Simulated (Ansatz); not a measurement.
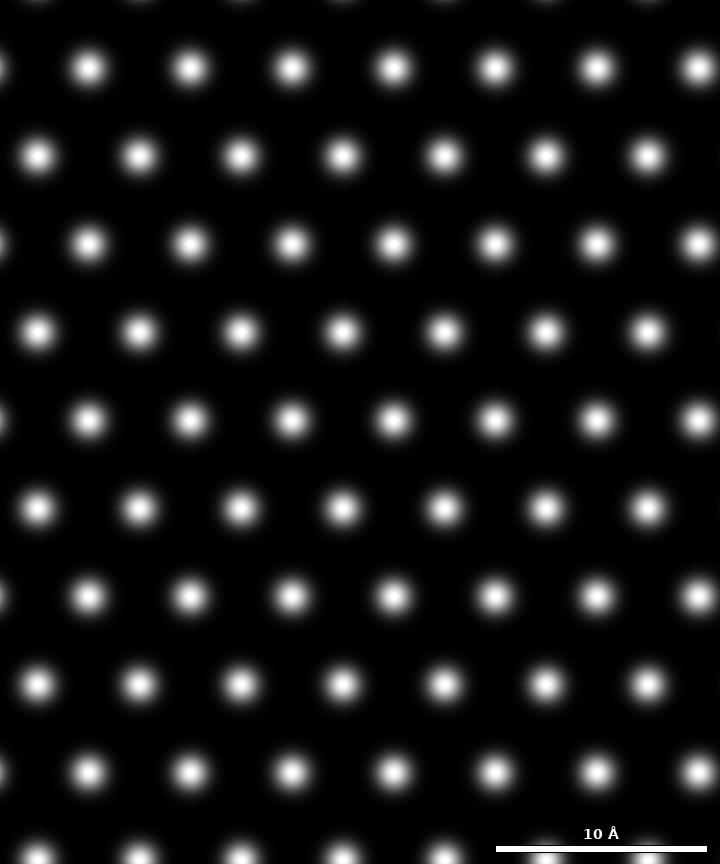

Dark-field STEM-like image of a crystal. The image is simulated as a sum over atoms of Z^1.7, blurred by a 1.30 Å probe (no channelling).

Q: Measure the repeat of the pattern.

A: The pattern repeats on a hexagonal net with a repeat of 4.9 Å.

Q: Which plane group does this projection have?

A: p6mm: sixfold points with mirror lines through them.

Q: How many columns does the smallest repeating cell hold, and how many levels of brightness?

A: 1 column in the primitive cell of 20.4 Å², all of one brightness.

The crystal is Hg (P6/mmm, No. 191) seen along [001]. Atomic positions: the geometry relaxed with DFT, RPBE, plane waves (420 eV) with PAW, scalar-relativistic in Ansatz 0.2.0; the starting structure was generated, so it need not be a known form of this composition.
